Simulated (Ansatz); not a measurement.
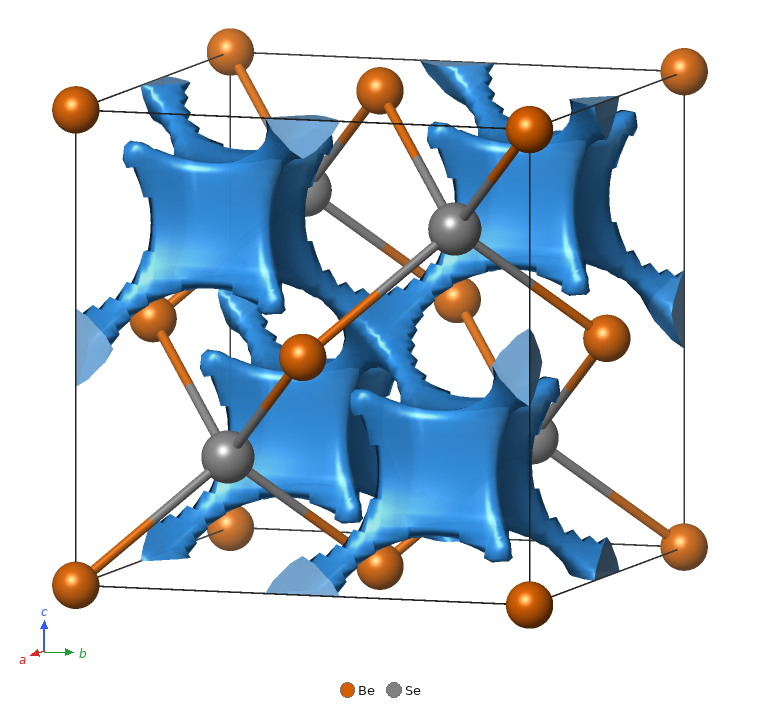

The blue surface encloses the points that the centre of a probe sphere of radius 0.10 Å can occupy in BeSe in space group F-43m, computed on a grid of about 0.14 Å (1×1×1 cells shown, view slightly off an axis; pale faces close the region where the box cuts it).

Atoms are hard spheres with Shannon crystal radii (six-coordinate where tabulated): Be 0.59 Å, Se 1.84 Å.

Source of the atomic positions: a calculation's input that goes back to an entry of the Crystallography Open Database (an earlier step may have relaxed or displaced it).

```
CELL_PARAMETERS angstrom
5.08146 0.00000 0.00000
0.00000 5.08146 0.00000
0.00000 0.00000 5.08146
ATOMIC_POSITIONS crystal
Be 0.00000 0.00000 0.00000
Se 0.25000 0.75000 0.25000
Be 0.00000 0.50000 0.50000
Se 0.25000 0.25000 0.75000
Be 0.50000 0.00000 0.50000
Se 0.75000 0.75000 0.75000
Be 0.50000 0.50000 0.00000
Se 0.75000 0.25000 0.25000
```

**Is the space open to the probe made of pockets or channels?**

Where they connect, they form a three-dimensional network.

**What share of the cell can the probe's centre reach?**

About 10 % of the volume (13 Å³ of 131.2 Å³).

**Give the largest included and the largest free sphere.**

The largest sphere that fits anywhere has a diameter of 1.40 Å; the largest that can travel through the crystal, about 0.5 Å.

**How does the connectivity change as the probe shrinks?**

Below a radius of about 0.23 Å the space forms a three-dimensional network. These are grid estimates, good to about 0.05 Å.
